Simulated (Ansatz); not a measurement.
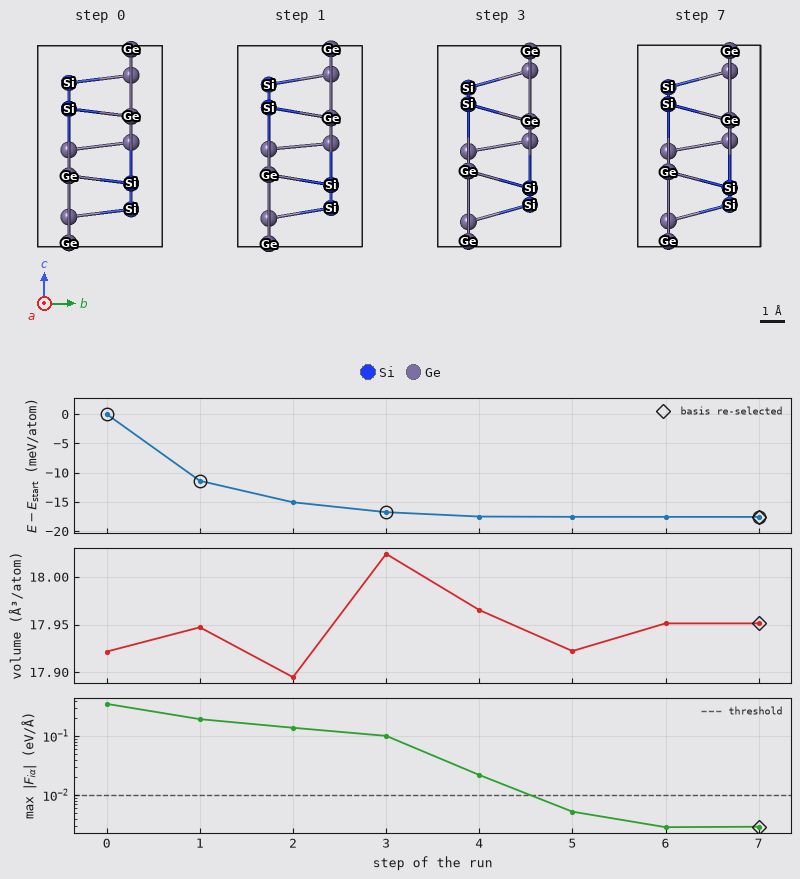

Frames of a relaxation of a crystal of SiGe2 (a generated structure, set up in Imma), marked on the history of the run. The picture is a ball-and-stick view of the conventional cell (2 times the calculation's cell), seen along the a axis. Lengths and directions refer to the drawn axes.

Level of theory: DFT PBE, scalar-relativistic, plane waves, PAW in Ansatz 0.2.0. Settings: plane-wave cutoff 420 eV; k-point mesh 10 × 10 × 10; occupations gaussian; smearing width 0.1 eV; no spin polarisation; cell and atoms relaxed; force threshold 0.01 eV/Å; at most 80 steps.

Q: Describe the path.

A: The largest moves relative to the cell, 0.19 Å, are those of Si atoms. By element the largest moves are Si 0.19 Å, Ge 0.17 Å. The drawn cell changes as follows: a 4.936 → 5.011 Å (+1.5 %), b 5.194 → 5.119 Å (−1.4 %), c 8.388 → 8.398 Å (+0.1 %); the volume changes by +0.2 %. Among the contacts that change: Ge–Ge 3.006 → 3.239 Å, Ge–Si 2.796 → 2.672 Å, Ge–Ge 2.796 → 2.906 Å, Ge–Ge 2.694 → 2.647 Å. Bond angles that change, for instance: Ge–Si–Ge 166.0° → 150.5°, Si–Ge–Si 166.0° → 150.5°, Ge–Ge–Ge 132.8° → 142.4°. The space group stays Imma (No. 74). The energy falls by 17.6 meV per atom in 6 accepted moves (7 points after the start). The largest force component goes from 0.35 to 0.0029 eV/Å. Pressure: −0.04 GPa at the start and −0.02 GPa at the end. The SCF was repeated once at an unchanged geometry on a basis and grid sized afresh for the cell, which shifted the energy by less than 0.05 meV per atom at most. The run took 5.7 min on 1 thread of Arm Neoverse V1 (shared host), peak memory 0.75 GiB. From step 0 to 1: Si atoms move most (0.06 Å), volume +0.1 %, energy −11.4 meV per atom. From step 1 to 3: Ge atoms move most (0.15 Å), volume +0.4 %, energy −5.4 meV per atom. From step 3 to 7: Ge atoms move most (0.04 Å), volume −0.4 %, energy −0.8 meV per atom.

```csv
step,"E − E(0), meV/atom","largest force component, eV/Å","pressure, GPa","volume, Å³/atom",note
0,0.00,0.3509,-0.04,17.922,
1,-11.38,0.1934,-0.20,17.947,
2,-15.05,0.1382,0.31,17.895,
3,-16.74,0.1008,-0.23,18.024,
4,-17.49,0.0219,-0.10,17.965,
5,-17.54,0.0052,0.11,17.922,
6,-17.54,0.0029,-0.02,17.951,
7,-17.55,0.0029,-0.02,17.951,"same geometry, new basis"
```
